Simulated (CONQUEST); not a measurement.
**PtSe₂: 7 runs along one coordinate**

System: PtSe₂ (P-3m1, 6 atoms in the cell).
Method: Kohn-Sham DFT of a periodic cell, LDA, PseudoDojo NC LDA, no spin polarisation (CONQUEST 1.3).

The 7 runs differ only in the geometry, by an even scaling of the cell at fixed fractional positions. The structure derives from an entry of the Crystallography Open Database.

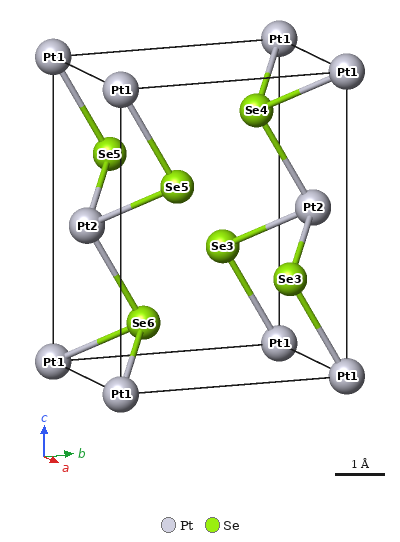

Figure 1. The structure of run 4 (ball-and-stick view of the cell of the calculation, seen slightly off an axis; atoms are numbered from 1 in the order of the input).

### Input of run 4
```
IO.Title PtSe2
IO.Coordinates coords.dat
IO.FractionalAtomicCoords T
IO.Iprint 2
IO.Iprint_init 1
General.NumberOfSpecies 2
General.PseudopotentialType hamann
AtomMove.TypeOfRun static
AtomMove.FullStress T
Grid.PointsAlongX 36
Grid.PointsAlongY 48
Grid.PointsAlongZ 64
DM.SolutionMethod diagon
Diag.MPMesh T
Diag.GammaCentred T
Diag.MPMeshX 7
Diag.MPMeshY 5
Diag.MPMeshZ 4
Diag.kT 0.00183747
minE.SCTolerance 1e-6
SC.MaxIters 100
IO.AtomChargeOutput T
%block ChemicalSpeciesLabel
1 195.080 Pt
2 78.960 Se
%endblock
```

Command:
```bash
Conquest
```

Lattice vectors (Å) and fractional positions of run 4:
```
   3.724000    0.000000    0.000000
   0.000000    5.062000    0.000000
   0.000000    0.000000    6.450157
Pt  0.000000  0.000000  0.000000
Pt  0.500000  0.000000  0.500000
Se  0.000000  0.750000  0.333333
Se  0.500000  0.750000  0.833333
Se  0.000000  0.250000  0.666667
Se  0.500000  0.250000  0.166667
```

Run 5 has the same physical settings and fractional positions; its lattice vectors (Å) are:
```
   3.748663    0.000000    0.000000
   0.000000    5.095524    0.000000
   0.000000    0.000000    6.492875
```

### Results, with one run withheld

| run | volume per atom (Å³) | free energy per atom, from the lowest run given (meV) | pressure (GPa) |
| --- | --- | --- | --- |
| 1 | 19.049 | 65.94 | 13.87 |
| 2 | 19.455 | 36.21 | 9.73 |
| 3 | 19.860 | 15.58 | 6.63 |
| 4 | 20.265 | 2.94 | 3.41 |
| 5 | 20.671 | ? | ? |
| 6 | 21.076 | 0.00 | −2.07 |
| 7 | 21.481 | 7.79 | −4.15 |

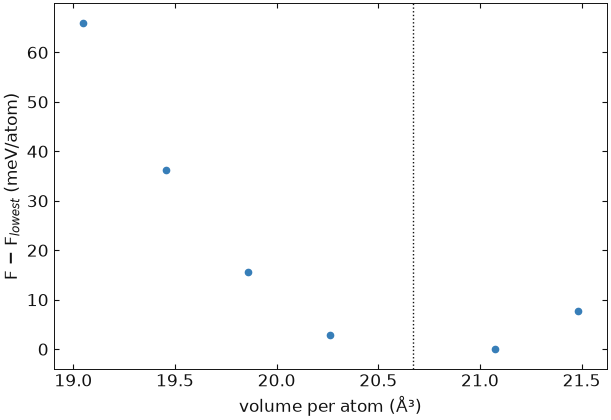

Figure 2. Free energy per atom of the runs given; the dotted line marks run 5.

Fit the runs given and predict run 5.

A cubic polynomial in V^(−2/3) (the Birch–Murnaghan form), fitted to the 6 runs given, misses them by at most 0.14 meV per atom. With x = V^(−2/3) − 0.13497 Å⁻², it reads F = 5.3738 + 5762 x + 1.1142e+06 x² − 2.9227e+05 x³ (meV per atom). At run 5 it gives −1.91 meV per atom, and the run itself gives −1.99. The slope of the fit gives a pressure −dF/dV of 0.58 GPa there, and the run prints 0.48 GPa. The two needn't agree exactly: the fit is approximate, and the printed stress is taken on a finite basis. The fit has its minimum at 20.760 Å³ per atom, where V d²F/dV² gives 134 GPa. Cell shape and fractional positions are held, so this is the stiffness under even scaling; the relaxed bulk modulus wasn't computed and can be far lower in a crystal of layers, chains or molecules like this one.

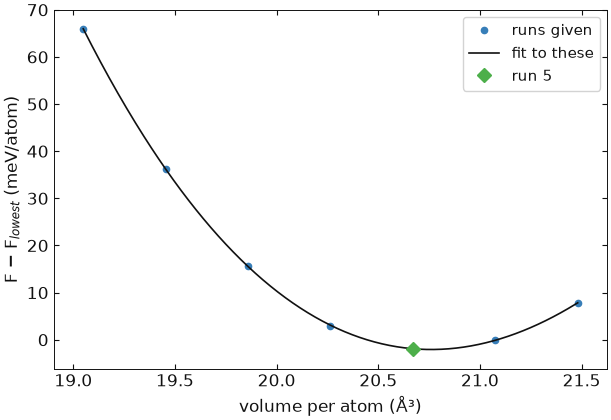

Figure 3. The fit and the withheld run.

### Some lines of the output (run 5)
```
[...]
          DFT Total Energy                 :      -746.068069862214429 Ha
          Free Energy (E-TS)               :      -746.102216222200582 Ha
          DFT Total Energy                 :      -746.101379973852090 Ha
          Free Energy (E-TS)               :      -746.102134916878981 Ha
          DFT Total Energy                 :      -746.101614197862091 Ha
          Free Energy (E-TS)               :      -746.102126029794022 Ha
          DFT Total Energy                 :      -746.101638523422935 Ha
          Free Energy (E-TS)               :      -746.102125779742437 Ha
          DFT Total Energy                 :      -746.101642385644709 Ha
          Free Energy (E-TS)               :      -746.102125551200174 Ha
          DFT Total Energy                 :      -746.101641920377688 Ha
      | Free Energy as E-TS      =      -746.102125551200174 Ha
      |* DFT total energy        =      -746.101641920377688 Ha
    force: Average pressure:      0.47784742 GPa
```

Notes: Spin–orbit coupling is left out, which matters for Pt. With a small basis of atomic orbitals these values can differ much from converged plane-wave results.
